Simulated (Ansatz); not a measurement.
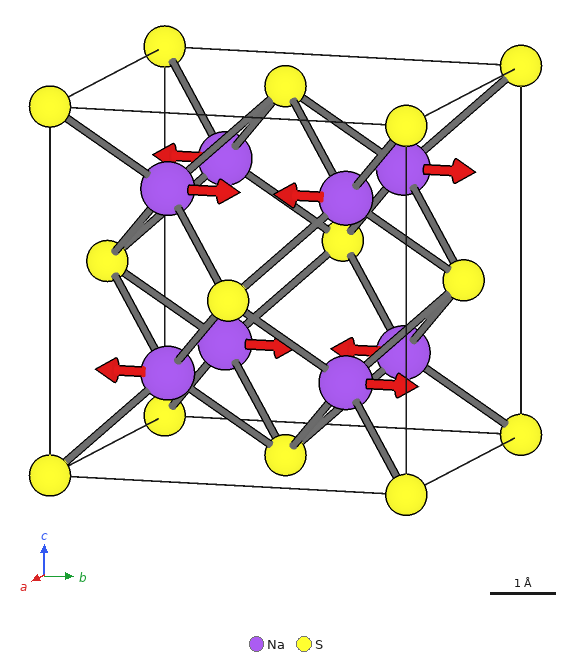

Lattice vibrations of solid Na₂S relaxed at 25 GPa, at the zone centre. The optical levels lie at 300 (×3), 376 (×3) cm⁻¹. One mode is drawn. Displacements are drawn as red arrows; their common scale and sign are arbitrary. A ball-and-stick model of the conventional cell (4 times the calculation's cell), seen slightly off an axis. Lengths and directions refer to the drawn axes.

Computed with DFT PBE, scalar-relativistic, plane waves, PAW (Ansatz 0.2.0). Set-up: plane-wave cutoff 420 eV; k-point mesh 8 × 8 × 8; occupations fixed; target pressure 25 GPa; no spin polarisation.

Frequencies are those without the non-analytic (LO–TO) term.

Which of these frequencies is the drawn mode's?

The level at 300 cm⁻¹. This is the T₂g mode (triply degenerate; one member of the set is drawn), the lowest optical level, Raman-active by symmetry. The S atoms stay at rest; all motion is along b; atoms of one kind move against one another, with no net shift of their sublattice.
